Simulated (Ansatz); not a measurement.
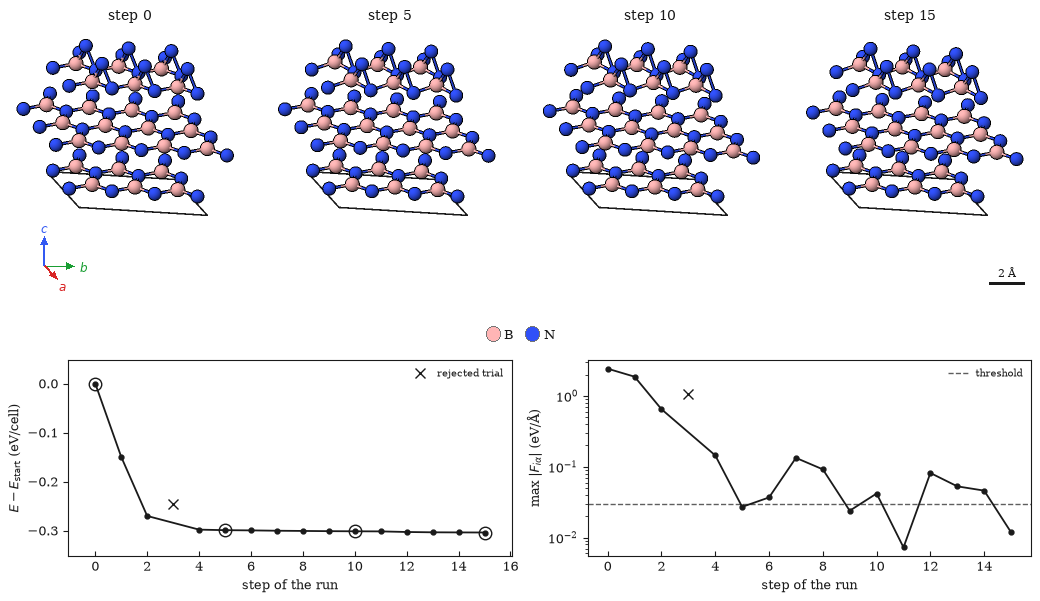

Frames of a constrained relaxation of a slab of composition B$_{3}$N$_{4}$ (cut from the Fmm2 phase), marked on the history of the run. The picture is a ball-and-stick view of the 2 × 3 repeat of the cell, outlined in the plane, without the vacuum, seen from a free direction.

Case: N put at a bridge B-N site. The slab is the (0 1 0) face of BN with N on it. 2 atoms are held fixed.

Theory: Ansatz 0.2.0, DFT PBE+D3(BJ), scalar-relativistic, plane waves, PAW. (plane-wave cutoff 420 eV; k-point mesh 12 × 12 × 1; occupations gaussian; smearing width 0.05 eV; collinear spin; dipole correction; atoms relaxed in a fixed cell; force threshold 0.03 eV/Å; at most 70 steps)

Question: What happens along the run?

Answer: The largest moves, 0.70 Å, are those of B and N atoms. Largest moves by element: B 0.70 Å, N 0.70 Å. The lattice vectors keep their values. Near-neighbour distances that change, for instance: B–N 1.558 → 1.485 Å, N–N 1.558 → 1.620 Å, B–N 1.447 → 1.471 Å. Bond angles that change, for instance: B–N–N 103.4° → 92.8°, N–B–N 103.4° → 113.8°, B–N–N 62.3° → 57.4°. The energy falls by 0.304 eV per cell of the calculation in 14 accepted moves (15 points after the start). Largest force component: 2.4 eV/Å at the start, 0.012 eV/Å at the end. The line search rejected the trial step at point 3 of the run. The forces were under the threshold at step 5, but the run went on from there. The program noted that the starting moments weren't kept. The run may lie on a higher electronic state than the lowest, so the end point isn't shown to be the ground-state structure. From step 0 to 5: an N atom moves most (0.17 Å), energy −0.299 eV per cell of the calculation. From step 5 to 10: B and N atoms move most (0.35 Å), energy −2.3 meV per cell of the calculation. From step 10 to 15: B and N atoms move most (0.40 Å), energy −2.5 meV per cell of the calculation.

| step | E − E(0), meV/atom | largest force component, eV/Å | note |
| --- | --- | --- | --- |
| 0 | 0.00 | 2.4310 |  |
| 1 | -21.36 | 1.8742 |  |
| 2 | -38.57 | 0.6511 |  |
| 3 | -35.01 | 1.0776 | rejected |
| 4 | -42.56 | 0.1449 |  |
| 5 | -42.71 | 0.0272 |  |
| 6 | -42.78 | 0.0369 |  |
| 7 | -42.88 | 0.1338 |  |
| 8 | -42.94 | 0.0921 |  |
| 9 | -43.00 | 0.0240 |  |
| 10 | -43.04 | 0.0420 |  |
| 11 | -43.07 | 0.0073 |  |
| 12 | -43.24 | 0.0818 |  |
| 13 | -43.34 | 0.0530 |  |
| 14 | -43.37 | 0.0461 |  |
| 15 | -43.39 | 0.0119 |  |

Limits of the set-up: the periodic images lie only 2.5 Å apart, so the values are limited by the cell's size.
